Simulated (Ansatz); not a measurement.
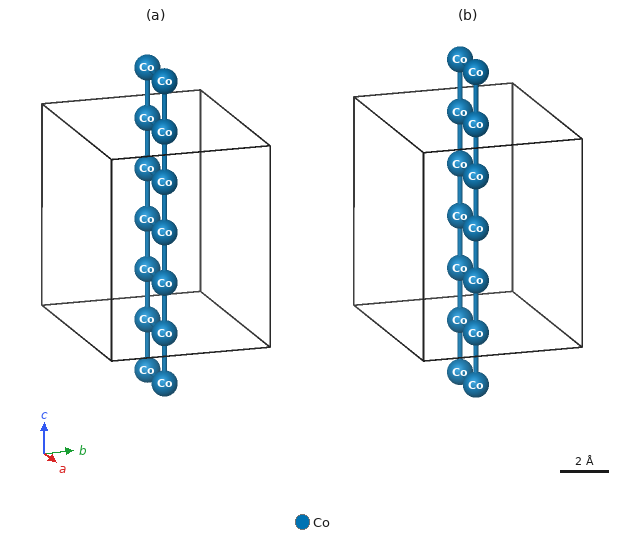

The structure of a wire of composition Co before (left) and after (right) a relaxation, at one scale.

A ball-and-stick model of the 2 repeat of the cell, with the vacuum cut short, seen slightly off an axis.

Case: ladder chain of atoms.

All numbers below come from DFT PBE, scalar-relativistic, plane waves, PAW in Ansatz 0.2.0.

Input
```yaml
crystal:
  lattice:
    - [11.3, 0.0, 0.0]
    - [0.0, 9.3, 0.0]
    - [0.0, 0.0, 4.3797386264]
  atoms:
    - { symbol: Co, position: [0.3982582841, 0.5, 0.0], spin: 1.99 }
    - { symbol: Co, position: [0.3982582841, 0.5, 0.5], spin: 1.99 }
    - { symbol: Co, position: [0.6017417159, 0.5, 0.0], spin: 1.99 }
    - { symbol: Co, position: [0.6017417159, 0.5, 0.5], spin: 1.99 }
basis:
  ecutwfc: 420
kpoints:
  mp_grid: { grid: [1, 1, 15] }
hamiltonian:
  xc: pbe
scf:
  occupations: { method: gaussian, width: 0.05 }
output:
  forces: true
  stress: true
  eigenvalues: true
  populations: true
  write_density: true
  write_potential: true
  elf: true
  volumetric_format: npy
magnetization:
  spin_polarized: true
relax:
  adjacent_minimum: "off"
  f_tol: 0.01
  max_steps: 45
  cell: { fix: [a, b, alpha, beta, gamma], stress_tol: 0.03 }
```

Run as
```bash
ansatz run input.yaml --threads 2 --pin off --max-ram 5120MiB --backend cpu --events-out ev --progress --plain --runs-dir out
```

Summarise the run.

The largest moves relative to the layer's centre, 0.091 Å, are those of Co1, Co2, Co3 and Co4. Along the periodic axis the drawn cell goes c 8.759 → 9.060 Å (+3.4 %). Some distances before and after: Co1–Co3 2.299 → 2.117 Å, Co1–Co2 2.190 → 2.265 Å. Over 3 accepted moves (5 points after the start) the energy falls by 0.256 eV per cell of the calculation. The largest force component goes from 1 to 0.0013 eV/Å. The line search rejected the trial step at point 3 of the run. At 1 point the geometry stayed and the basis and grid were re-selected for the new cell (energy shift of 2.5 meV per cell of the calculation at most each time). The run took 120 s on 2 threads of Arm Neoverse V1, with other jobs on the host, peak memory 0.86 GiB.

Limits of the set-up: the k-point mesh is coarse for a cell with partly filled bands.
